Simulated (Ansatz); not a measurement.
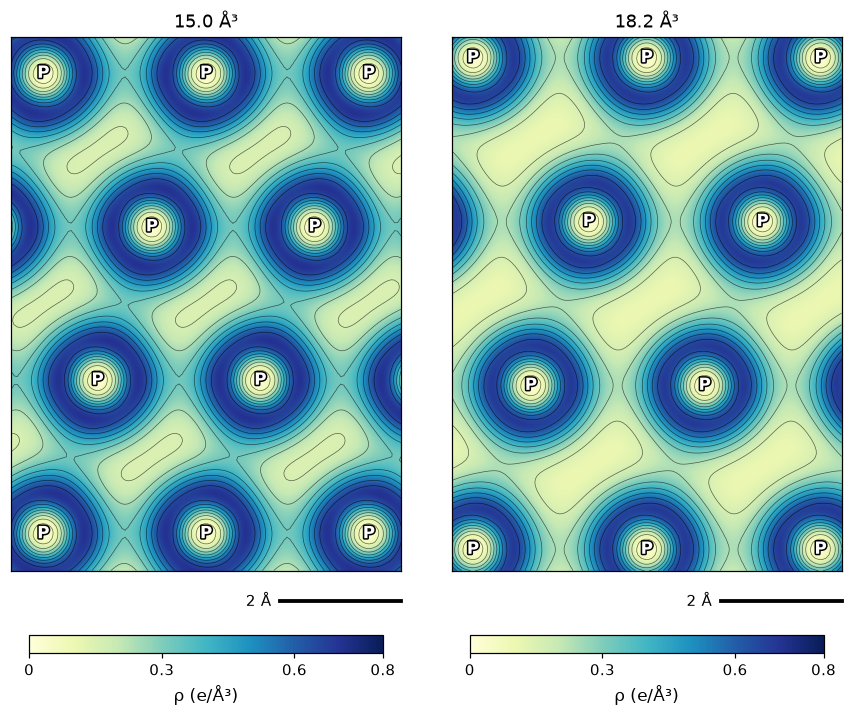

P. The valence pseudo-density of cells scaled evenly to different volumes (given per atom above each panel), on the (101̄) plane of each (indices in the axes of the cell below), at one length scale and on one colour scale.

A generated structure, not necessarily the stable one; computed without spin polarisation.

Method: DFT, BLYP, plane waves (420 eV) with PAW, scalar-relativistic (Ansatz 0.2.0).

Core electrons are frozen (PAW), and the valence fields are smoothed inside the atomic spheres.

The largest cell:

```
CELL_PARAMETERS angstrom
-1.65794 1.65794 1.65794
1.65794 -1.65794 1.65794
1.65794 1.65794 -1.65794
ATOMIC_POSITIONS crystal
P 0.00000 0.00000 0.00000
```

| volume (Å³/atom) | P–P contact in the plane (Å) | ρ at its midpoint (e/Å³) | pressure (GPa) | 
| --- | --- | --- | --- |
| 14.97 | 2.689 | 0.322 | 6.8 | 
| 17.58 | 2.837 | ? | ? | 
| 18.23 | 2.872 | 0.235 | −6.2 | 

Estimate the missing row, and compare with the calculation.

Answer. Over the known rows ln ρ falls by 1.72 per Å of P–P distance (the line through the two), which gives 0.250 e/Å³ at 2.837 Å; the calculation gives 0.249 e/Å³. For the pressure, a straight line in volume between the neighbouring rows gives −3.6 GPa; the calculation gives −4.5, lower because pressure rises ever faster on compression.
